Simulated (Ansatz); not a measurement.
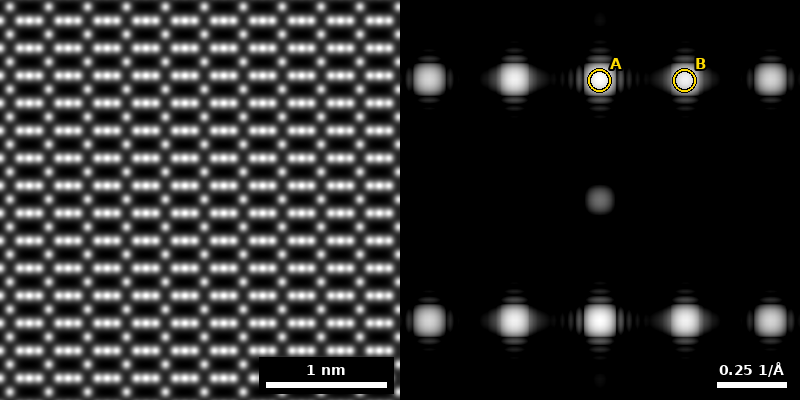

iDPC-like image of Fe (Pm-3n, No. 223) along [110]. Simulated as the projected potential of neutral atoms (B = 0.5 Å²) blurred by a 0.50 Å probe, the thin-sample limit of integrated differential phase contrast. Structure used: coordinates from a relaxation with DFT, revPBE, plane waves (420 eV) with PAW, scalar-relativistic in Ansatz; the starting structure was generated, so it need not be a known form of this composition.

The right panel is the modulus of the image's Fourier transform on a logarithmic scale.

a = 4.586 Å, b = 4.586 Å, c = 4.586 Å, α = 90.00°, β = 90.00°, γ = 90.00°

Question: Index the marked spots and give their plane spacings (the zone axis points at the viewer; indices equivalent by symmetry, or all signs reversed, are as good).

Answer: A: (0 0 -2), d = 2.29 Å; B: (1 -1 -2), d = 1.87 Å. A and B enclose 35°, and every spot obeys the zone law hu + kv + lw = 0 for [110].
